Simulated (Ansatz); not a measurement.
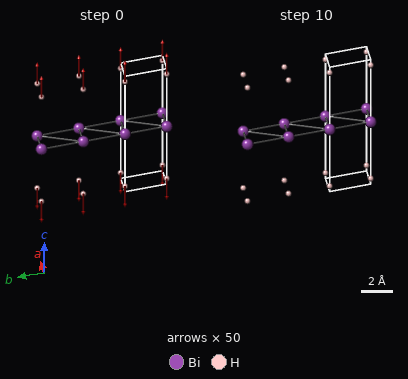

The structure of a crystal of BiH$_{2}$ (a generated structure, set up in P6/mmm) before (left) and after (right) a relaxation, at one scale. The red arrows give the displacements (the part carried along by the change of the cell is left out), magnified 50 times.

A ball-and-stick model of the cell of the calculation, repeated 1 × 3 × 1 with one cell outlined, seen from a free direction.

Theory: Ansatz, DFT PBE, scalar-relativistic, plane waves, PAW.

Input file:
```yaml
crystal:
  lattice:
    - [3.3485577194, 0.0, 0.0]
    - [-1.6742788597, 2.8999360511, 0.0]
    - [0.0, 0.0, 7.8762755027]
  atoms:
    - { symbol: Bi, position: [0.0, 0.0, 0.5] }
    - { symbol: H, position: [0.0, 0.0, 0.047697257] }
    - { symbol: H, position: [0.0, 0.0, 0.952302743] }
basis:
  ecutwfc: 420
kpoints:
  mp_grid: { grid: [18, 18, 6] }
hamiltonian:
  xc: pbe
scf:
  occupations: { method: gaussian, width: 0.1 }
output:
  forces: true
  stress: true
  eigenvalues: true
relax:
  adjacent_minimum: "off"
  f_tol: 0.01
  max_steps: 80
  cell: { stress_tol: 0.05 }
```

Launched with:
```bash
ansatz run input.yaml --threads 1 --pin off --max-ram 2048MiB --backend cpu --events-out ev --progress --plain --runs-dir out
```

> What changed between the two?

The largest moves relative to the cell, 0.030 Å, are those of H2 and H3. H3 goes along +c. Bi stays in place. The volume changes by +4.4 %, with a = b 3.349 → 3.296 Å (−1.6 %), c 7.876 → 8.488 Å (+7.8 %). Some distances before and after: Bi1–Bi1 3.349 → 3.296 Å. The space group stays P6/mmm (No. 191). Over 8 accepted moves (10 points after the start) the energy falls by 11.7 meV per cell of the calculation. The largest force component goes from 0.019 to 0.0032 eV/Å. The pressure goes from −0.67 to 0.00 GPa. The SCF was repeated twice at an unchanged geometry on a basis and grid sized afresh for the cell, which shifted the energy by 1.3 meV per cell of the calculation at most. Cost: 45 s on 1 thread of AMD EPYC 9R14 (Zen 4), with other jobs on the host, peak memory 0.52 GiB.
